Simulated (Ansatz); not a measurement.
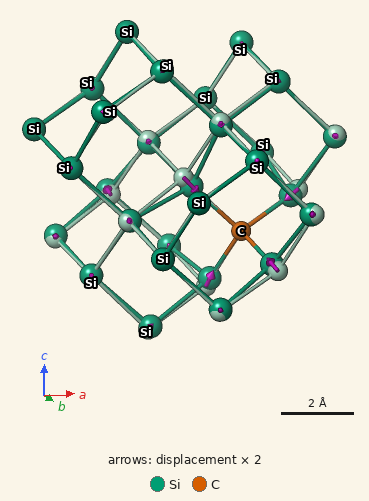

This is a relaxation of a crystal of Si62C2 (a generated structure, set up in P1). The starting structure is drawn faded, the final one solid; purple arrows show the displacements, 2 times their true length.

Style: ball-and-stick. Shown: the atoms within 5.0 Å of the atom that moves most (axes of the cell of the calculation (origin shifted)), from a free direction.

Theory: DFT, PBEsol, PAW, plane waves (Ansatz). Set-up: plane-wave cutoff 420 eV; k-point mesh 1 × 1 × 1; mesh shifted by (0.5, 0.5, 0.5); no spin polarisation; cell relaxed at fixed shape; force threshold 0.03 eV/Å; at most 80 steps.

Q: What did the optimiser do to the structure, and how much energy did it gain?

A: After 5 geometry steps the energy has fallen by 73.2 meV per atom. Largest force component: 2 eV/Å at the start, 0.0037 eV/Å at the end. The pressure goes from 1.20 to 0.00 GPa. A Si atom moves most relative to the cell: 0.36 Å along [1 1 −1]. Largest moves by element: Si 0.36 Å, C 0.07 Å. The drawn cell changes as follows: a = b = c 10.753 → 10.743 Å (−0.1 %); the volume changes by −0.3 %. Some distances before and after: C–Si 2.346 → 1.997 Å, C–Si 2.319 → 1.996 Å, C–Si 2.299 → 1.992 Å, Si–Si 2.309 → 2.419 Å. Bond angles that change, for instance: Si–Si–Si 106.8° → 116.4°, Si–Si–C 107.5° → 115.6°, Si–Si–Si 111.1° → 103.1°. The space group (tolerance 0.01 Å) goes from P1 (No. 1) to Cmc2_1 (No. 36). Cost: 5.7 s on 1 × NVIDIA GB300 with 8 threads of Arm Neoverse-V2, peak memory 2 GiB.
